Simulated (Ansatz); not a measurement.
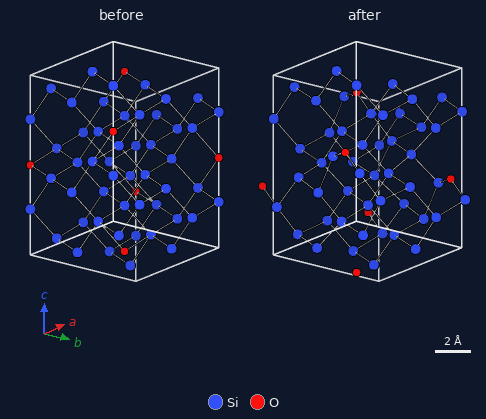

The structure of a defect cell of composition Si16O before (left) and after (right) a relaxation, at one scale.

Style: ball-and-stick. Shown: the larger cell on standard axes (2 times the calculation's cell) (origin shifted), from a free direction.

It is an interstitial O in diamond Si. The run prepares an end point of a later path (interstitial hop) calculation, from a guessed geometry. The atoms of the start lie slightly off their symmetric places, so part of the fall in energy undoes that.

Method: Ansatz 0.2.0, DFT PBEsol, scalar-relativistic, plane waves, PAW. Set-up: plane-wave cutoff 420 eV; k-point mesh 2 × 2 × 2; occupations gaussian; smearing width 0.05 eV; collinear spin; atoms relaxed in a fixed cell; force threshold 0.03 eV/Å; at most 60 steps.

Q: Describe what moved and what it gained.

A: Over 17 geometry steps the energy falls by 3.483 eV per cell of the calculation. Largest force component: 0.44 eV/Å at the start, 0.024 eV/Å at the end. The O atom moves most: 1.39 Å along [−1 −1 −2]. Largest moves by element: O 1.39 Å, Si 0.39 Å. The cell stays as it was. Near-neighbour distances that change, for instance: O–Si 2.389 → 3.530 Å, O–Si 2.662 → 1.662 Å, O–Si 2.375 → 3.060 Å, O–Si 2.331 → 1.662 Å. New bonds form, among them: O–Si (2.66 → 1.66 Å). Among the angles between lasting bonds that change: Si–Si–Si 109.5° → 91.9°, Si–Si–Si 109.5° → 121.7°, Si–Si–Si 109.5° → 118.8°. The program noted that the starting moments weren't kept. The run took 2.9 min on 2 threads of Arm Neoverse V1, on a shared host, peak memory 0.76 GiB.

Limits of the set-up: the periodic images lie only 7.7 Å apart, so the values are limited by the cell's size.
